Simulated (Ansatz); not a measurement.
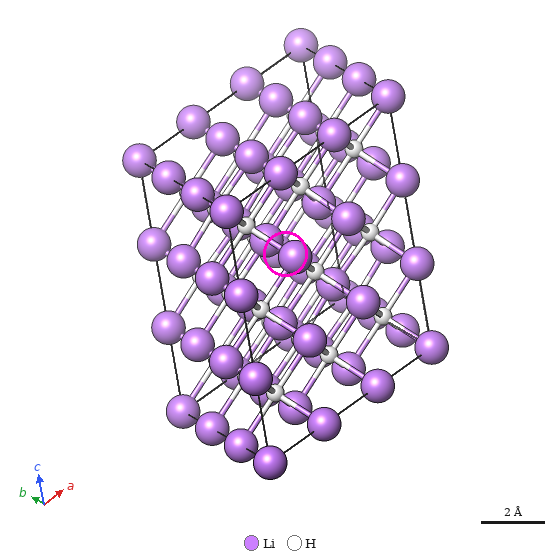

The crystal in a ball-and-stick representation, seen slightly off an axis. Atoms at the boundary of the supercell (the box) are drawn once for each face, edge or corner they touch. The host is LiH, in a cell of 54 sites, and the cell carries a charge of -1. A ring marks the defect's site.

How does this supercell depart from the perfect host?

Answer. A hydrogen vacancy. Around the empty site lie six Li at about 1.9 Å.

The atoms were relaxed in the host's cell with DFT PBE, scalar-relativistic, plane waves, PAW (Ansatz 0.2.0).
